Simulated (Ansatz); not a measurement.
# Single-point calculation, with input and output: WSi6 (part 1 of 2)

WSi6 (slab, 7 atoms in the cell), computed with DFT PBEsol, scalar-relativistic, plane waves, PAW, spin-polarised (Ansatz 0.2.0).

The structure derives from a Materials Project entry. It belongs to a series of runs on one base structure; here: W lifted by +0.70 A from its best place. Figures and captions count atoms from 1; the log counts them from 0 in places.

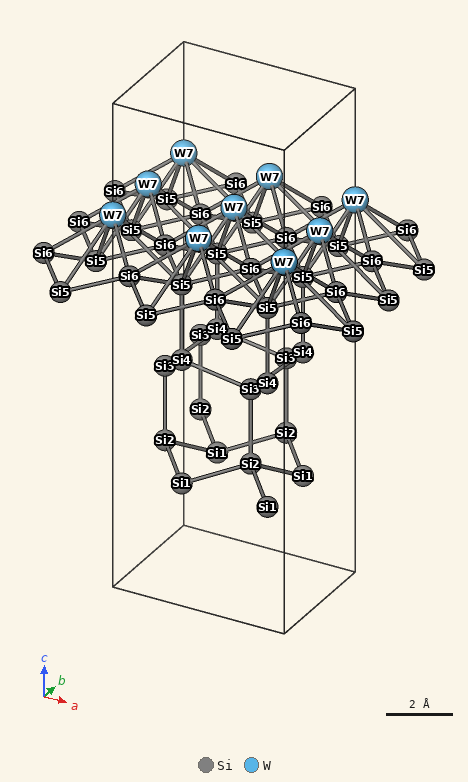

*The structure as given in the input (ball-and-stick view of the 2 × 2 repeat of the cell, with the vacuum cut short, seen slightly off an axis; bonded neighbours outside the cell are drawn too; atoms are numbered from 1 in the order of the input). An atom can appear more than once, as a periodic image.*

The input
```yaml
crystal:
  lattice:
    - [3.8248883545, 0.0, 0.0]
    - [-1.9124441773, 3.3124504817, 0.0]
    - [0.0, 0.0, 26.1211317213]
  atoms:
    - { symbol: Si, position: [0.6666666667, 0.3333333333, 0.325407034] }
    - { symbol: Si, position: [0.3333333333, 0.6666666667, 0.3559122531] }
    - { symbol: Si, position: [0.3333333333, 0.6666666667, 0.44646421] }
    - { symbol: Si, position: [0.6666666667, 0.3333333333, 0.4756407863] }
    - { symbol: Si, position: [0.6666666667, 0.3333333333, 0.5672640819] }
    - { symbol: Si, position: [0.3333333333, 0.6666666667, 0.592936641] }
    - { symbol: W, position: [1.0, 1.0, 0.6454777522], spin: 4.0 }
basis:
  ecutwfc: 420
kpoints:
  mp_grid: { grid: [9, 9, 1] }
hamiltonian:
  xc: pbesol
scf:
  occupations: { method: gaussian, width: 0.05 }
output:
  forces: true
  stress: true
  eigenvalues: true
  populations: true
  write_density: true
  write_potential: true
  elf: true
  volumetric_format: npy
magnetization:
  spin_polarized: true
efield:
  axis: 3
  dipole_correction: true
  ramp_width: 0.04
```

Machine: 1 thread of Arm Neoverse V2, 24 GiB of memory available, shared host.

Run as:
```bash
ansatz run input.yaml --threads 1 --pin off --max-ram 2560MiB --backend cpu --events-out ev --progress --plain --runs-dir out
```

What the program printed
```
Engine: ansatz 0.2.0, aarch64-unknown-linux-gnu
Pseudopotentials: kind: paw
Pseudopotential: Si, paw, valence charge 4, recommended cutoff 420 eV (normal), Si.paw.azcp
Pseudopotential: W, paw, valence charge 14, recommended cutoff 420 eV (normal), W.paw.azcp
Functional definition: PBEsol
  exchange = pbesol_x
  correlation = pbesol_c
Crystal: 7 atoms, lattice volume = 330.948 Å³
Basis set: ecut = 420 eV, 6459 PW (Γ), exchange–correlation on 54×54×360 points (8 copies of the dense FFT grid, shifted against one another)
Bands: 28, of which v1, the nominal top of the filled ones, is band 19 counted from 1 (18 counted from 0)
Symmetry: 6 space group operations
k-points: 12 of 81 (time reversal used)
Non-local potential: Si, projectors of the file, l = 0: 2, l = 1: 2, l = 2: 2
Non-local potential: W, projectors of the file, l = 0: 3, l = 1: 2, l = 2: 2, l = 3: 1
PAW form: soft (Blöchl's): semilocal exchange-correlation on the pseudo side does not see the compensation charge
PAW frozen core: Si, regenerated for the run's functional, and the local potential with it (the file was generated under x = pbe(κ = 0.804, μ = 0.2195149727645171), c = pbe(β = 0.06672455060314922))
PAW frozen core: W, regenerated for the run's functional, and the local potential with it (the file was generated under x = pbe(κ = 0.804, μ = 0.2195149727645171), c = pbe(β = 0.06672455060314922))
PAW one-centre angular grid: Si, 110 points (default); XC on 64 Gauss nodes
PAW one-centre angular grid: W, 590 points (default); XC on 64 Gauss nodes
Initial density: superposition of atomic densities (neutral atoms: chi_scale 0, normalization atom)
Starting moments: Σ|m| = 4 μB on 1 of 7 sites
Initial wavefunctions: pseudopotential atomic-orbital guess
Functional: x = pbesol(κ = 0.804, μ = 0.12345679012345678), c = pbesol(β = 0.046)
SCF iter   1: F=—  HF=-13981.171467 eV  |F-HF|=—  |Δ(HF+E_count)|=         —  Δρ=2.79e-2 (↑2.79e-2 ↓1.98e-2)  dr2=1.31e1  dr2_m=1.07e0  M=1.596 μB ∫|m|=1.816 μB  β_m=0.50  ethr=3.10e-3  p=0.000 e·Å  D=2.95e-7 V/Å  ΔV_dip=-0.00 eV  dr2_dipole=3.72e0  V_vac-E_F(+/−)=6.25/6.25 eV  ⟨swp⟩=11.0  Hψ=4596  notcnv=0
Mixer restart at iter 1: flushing history
efield: sawtooth ramp at fractional position 0.9654 (placed from the atoms, in the widest stretch of the axis that holds none; the zero of the levels goes with the place), width 0.0400; the density the first Hamiltonian is built on has a dipole p = 0.000 e·Å; the dipole correction subtracts the counter field D = 2.95e-7 V/Å, which shifts the + side's vacuum level by -0.00 eV against the − side's; the planar-averaged density in the ramp window peaks in size at 1.1e-6 e/Å³
preconditioner: auto → LDOS  [metal: Δε(μ)=0.019 eV  Ē_g=7.117 eV  σ=0.050 eV  W_gap=0.21  n_scr=20 (ndim 8)  ℏωp=11.2 eV  f_vac=0.510  D(μ)=5.36/eV (n_scr^D=14)]
spin=Collinear: LDOS preconditioning applied to the charge; magnetization (m = ρ↑ − ρ↓) channel mixes plain (no charge-response kernel on spin).
SCF iter   2: F=—  HF=-13980.443584 eV  |F-HF|=—  |Δ(HF+E_count)|=   7.28e-1  Δρ=2.17e-2 (↑2.17e-2 ↓1.62e-2)  dr2=4.41e0  dr2_m=7.92e-1  M=0.574 μB ∫|m|=0.957 μB  β_m=0.64  ethr=3.10e-3  p=0.061 e·Å  D=3.33e-2 V/Å  ΔV_dip=-0.87 eV  dr2_dipole=5.46e-1  V_vac-E_F(+/−)=5.26/6.13 eV  ⟨swp⟩=3.0  Hψ=1255  notcnv=0  defer=61
density mixer auto → msr1: a metal under ldos (density of states about μ 1.27 of a free-electron gas's, 20 screened modes)
SCF iter   3: F=—  HF=-13979.311229 eV  |F-HF|=—  |Δ(HF+E_count)|=    1.13e0  Δρ=3.41e-3 (↑3.41e-3 ↓2.75e-3)  dr2=1.66e0  dr2_m=6.17e-3  M=-0.252 μB ∫|m|=0.363 μB  β_m=0.66  ethr=3.10e-3  p=0.126 e·Å  D=6.89e-2 V/Å  ΔV_dip=-1.80 eV  dr2_dipole=1.20e0  V_vac-E_F(+/−)=3.94/5.73 eV  ⟨swp⟩=3.7  Hψ=1367  notcnv=0  defer=73
SCF iter   4: F=—  HF=-13979.274300 eV  |F-HF|=—  |Δ(HF+E_count)|=   3.69e-2  Δρ=2.01e-3 (↑2.01e-3 ↓1.91e-3)  dr2=3.01e-1  dr2_m=3.49e-3  M=-0.102 μB ∫|m|=0.373 μB  β_m=0.68  ethr=3.10e-3  p=0.080 e·Å  D=4.38e-2 V/Å  ΔV_dip=-1.14 eV  dr2_dipole=1.68e-1  V_vac-E_F(+/−)=4.36/5.51 eV  ⟨swp⟩=1.5  Hψ=880  notcnv=0  defer=61
SCF iter   5: F=—  HF=-13979.254960 eV  |F-HF|=—  |Δ(HF+E_count)|=   1.93e-2  Δρ=1.41e-3 (↑1.41e-3 ↓1.18e-3)  dr2=8.51e-2  dr2_m=2.62e-3  M=-0.033 μB ∫|m|=0.498 μB  β_m=0.75  ethr=7.91e-4  p=0.044 e·Å  D=2.40e-2 V/Å  ΔV_dip=-0.63 eV  dr2_dipole=4.25e-4  V_vac-E_F(+/−)=4.61/5.24 eV  ⟨swp⟩=1.9  Hψ=760  notcnv=0  defer=70
SCF iter   6: F=—  HF=-13979.253557 eV  |F-HF|=—  |Δ(HF+E_count)|=         —  Δρ=8.64e-4 (↑8.64e-4 ↓5.84e-4)  dr2=1.63e-2  dr2_m=1.11e-3  M=-0.222 μB ∫|m|=0.534 μB  β_m=0.75  ethr=2.24e-4  p=0.040 e·Å  D=2.20e-2 V/Å  ΔV_dip=-0.58 eV  dr2_dipole=8.62e-3  V_vac-E_F(+/−)=4.48/5.05 eV  ⟨swp⟩=2.1  Hψ=902  notcnv=0  defer=70
SCF iter   7: F=—  HF=-13979.255581 eV  |F-HF|=—  |Δ(HF+E_count)|=   2.02e-3  Δρ=6.92e-4 (↑6.92e-4 ↓4.90e-4)  dr2=8.33e-3  dr2_m=9.38e-4  M=-0.286 μB ∫|m|=0.617 μB  β_m=0.48  ethr=4.30e-5  p=0.032 e·Å  D=1.75e-2 V/Å  ΔV_dip=-0.46 eV  dr2_dipole=4.61e-3  V_vac-E_F(+/−)=4.50/4.96 eV  ⟨swp⟩=2.2  Hψ=1004  notcnv=0  defer=67
SCF iter   8: F=—  HF=-13979.257952 eV  |F-HF|=—  |Δ(HF+E_count)|=   2.37e-3  Δρ=5.18e-4 (↑5.18e-4 ↓3.67e-4)  dr2=2.73e-3  dr2_m=5.11e-4  M=-0.328 μB ∫|m|=0.688 μB  β_m=0.53  ethr=2.19e-5  p=0.026 e·Å  D=1.45e-2 V/Å  ΔV_dip=-0.38 eV  dr2_dipole=1.35e-3  V_vac-E_F(+/−)=4.50/4.88 eV  ⟨swp⟩=2.1  Hψ=840  notcnv=0  defer=67
SCF iter   9: F=—  HF=-13979.260078 eV  |F-HF|=—  |Δ(HF+E_count)|=   2.13e-3  Δρ=2.25e-4 (↑2.25e-4 ↓2.21e-4)  dr2=1.63e-3  dr2_m=1.11e-4  M=-0.392 μB ∫|m|=0.772 μB  β_m=0.73  ethr=7.18e-6  p=0.020 e·Å  D=1.11e-2 V/Å  ΔV_dip=-0.29 eV  dr2_dipole=4.34e-4  V_vac-E_F(+/−)=4.52/4.81 eV  ⟨swp⟩=2.3  Hψ=1045  notcnv=0  defer=68
SCF iter  10: F=—  HF=-13979.260408 eV  |F-HF|=—  |Δ(HF+E_count)|=   3.31e-4  Δρ=2.22e-4 (↑2.22e-4 ↓2.09e-4)  dr2=2.74e-4  dr2_m=1.29e-4  M=-0.418 μB ∫|m|=0.795 μB  β_m=0.86  ethr=4.30e-6  p=0.020 e·Å  D=1.10e-2 V/Å  ΔV_dip=-0.29 eV  dr2_dipole=2.04e-5  V_vac-E_F(+/−)=4.52/4.81 eV  ⟨swp⟩=2.3  Hψ=999  notcnv=0  defer=68
SCF iter  11: F=—  HF=-13979.260533 eV  |F-HF|=—  |Δ(HF+E_count)|=   1.25e-4  Δρ=1.27e-4 (↑1.26e-4 ↓1.27e-4)  dr2=2.21e-4  dr2_m=4.29e-5  M=-0.449 μB ∫|m|=0.794 μB  β_m=0.82  ethr=7.22e-7  p=0.020 e·Å  D=1.12e-2 V/Å  ΔV_dip=-0.29 eV  dr2_dipole=6.59e-5  V_vac-E_F(+/−)=4.51/4.81 eV  ⟨swp⟩=2.2  Hψ=1049  notcnv=0  defer=69
SCF iter  12: F=—  HF=-13979.260544 eV  |F-HF|=—  |Δ(HF+E_count)|=   1.08e-5  Δρ=4.49e-5 (↑4.23e-5 ↓4.49e-5)  dr2=4.04e-5  dr2_m=4.24e-6  M=-0.457 μB ∫|m|=0.781 μB  β_m=0.81  ethr=5.82e-7  p=0.022 e·Å  D=1.21e-2 V/Å  ΔV_dip=-0.32 eV  dr2_dipole=3.27e-6  V_vac-E_F(+/−)=4.50/4.82 eV  ⟨swp⟩=2.2  Hψ=1052  notcnv=0  defer=68
SCF iter  13: F=—  HF=-13979.260552 eV  |F-HF|=—  |Δ(HF+E_count)|=   8.24e-6  Δρ=4.02e-5 (↑3.82e-5 ↓4.02e-5)  dr2=3.50e-6  dr2_m=4.45e-6  M=-0.461 μB ∫|m|=0.780 μB  β_m=0.90  ethr=1.06e-7  p=0.022 e·Å  D=1.19e-2 V/Å  ΔV_dip=-0.31 eV  dr2_dipole=4.49e-10  V_vac-E_F(+/−)=4.50/4.82 eV  ⟨swp⟩=2.5  Hψ=1149  notcnv=0  defer=68
SCF iter  14: F=—  HF=-13979.260566 eV  |F-HF|=—  |Δ(HF+E_count)|=   1.37e-5  Δρ=2.41e-5 (↑2.41e-5 ↓2.25e-5)  dr2=1.25e-6  dr2_m=1.51e-6  M=-0.469 μB ∫|m|=0.776 μB  β_m=0.95  ethr=9.21e-9  p=0.022 e·Å  D=1.20e-2 V/Å  ΔV_dip=-0.31 eV  dr2_dipole=8.16e-9  V_vac-E_F(+/−)=4.50/4.82 eV  ⟨swp⟩=3.0  Hψ=1234  notcnv=0  defer=68
SCF iter  15: F=—  HF=-13979.260575 eV  |F-HF|=—  |Δ(HF+E_count)|=   8.53e-6  Δρ=1.18e-5 (↑1.18e-5 ↓9.59e-6)  dr2=5.90e-7  dr2_m=3.11e-7  M=-0.479 μB ∫|m|=0.771 μB  β_m=0.91  ethr=3.29e-9  p=0.022 e·Å  D=1.20e-2 V/Å  ΔV_dip=-0.31 eV  dr2_dipole=8.13e-8  V_vac-E_F(+/−)=4.50/4.82 eV  ⟨swp⟩=3.5  Hψ=1491  notcnv=0  defer=69
SCF iter  16: F=—  HF=-13979.260576 eV  |F-HF|=—  |Δ(HF+E_count)|=   1.31e-6  Δρ=2.79e-6 (↑2.79e-6 ↓2.50e-6)  dr2=5.62e-7  dr2_m=1.19e-8  M=-0.483 μB ∫|m|=0.768 μB  β_m=0.85  ethr=1.55e-9  p=0.022 e·Å  D=1.20e-2 V/Å  ΔV_dip=-0.31 eV  dr2_dipole=2.20e-7  V_vac-E_F(+/−)=4.50/4.82 eV  ⟨swp⟩=3.0  Hψ=1234  notcnv=0  defer=69
SCF iter  17: F=—  HF=-13979.260576 eV  |F-HF|=—  |Δ(HF+E_count)|=   3.50e-8  Δρ=1.16e-6 (↑1.01e-6 ↓1.16e-6)  dr2=6.60e-8  dr2_m=2.35e-9  M=-0.483 μB ∫|m|=0.768 μB  β_m=0.85  ethr=1.48e-9  p=0.022 e·Å  D=1.20e-2 V/Å  ΔV_dip=-0.31 eV  dr2_dipole=1.84e-8  V_vac-E_F(+/−)=4.50/4.82 eV  ⟨swp⟩=1.2  Hψ=677  notcnv=0  defer=69
SCF iter  18: F=—  HF=-13979.260576 eV  |F-HF|=—  |Δ(HF+E_count)|=   2.49e-8  Δρ=3.45e-7 (↑3.45e-7 ↓2.82e-7)  dr2=2.38e-9  dr2_m=2.01e-10  M=-0.484 μB ∫|m|=0.768 μB  β_m=0.82  ethr=1.74e-10  p=0.022 e·Å  D=1.20e-2 V/Å  ΔV_dip=-0.31 eV  dr2_dipole=3.49e-10  V_vac-E_F(+/−)=4.50/4.82 eV  ⟨swp⟩=2.2  Hψ=1099  notcnv=0  defer=69
SCF iter  19: F=-13979.260576 eV  HF=-13979.260576 eV  |F-HF|=3.46e-11  |Δ(HF+E_count)|=   2.54e-9  Δρ=1.02e-7 (↑8.92e-8 ↓1.02e-7)  dr2=1.53e-10  dr2_m=2.09e-11  M=-0.484 μB ∫|m|=0.768 μB  ethr=6.27e-12  p=0.022 e·Å  D=1.20e-2 V/Å  ΔV_dip=-0.31 eV  dr2_dipole=4.42e-11  V_vac-E_F(+/−)=4.50/4.82 eV  ⟨swp⟩=18.4  Hψ=5669  notcnv=0
SCF 1 converged in 19 iterations: F = -13979.260576 eV  dr2 = 1.53e-10
  greatest PAW one-centre occupation: 1.000 electrons in one spin orbital (limit 2), on the W atom at site 6 (counted from 0), in its partial waves of l = 0
```

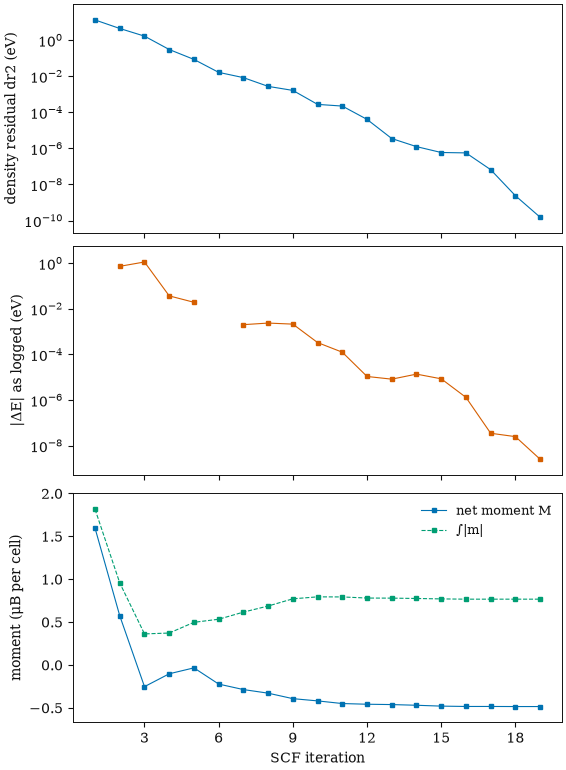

*Convergence of the self-consistent field: density residual dr2, size of the energy change and magnetic moment against the SCF iteration.*

The residual falls at every step. The net moment goes from 1.6 to −0.5 μB per cell.
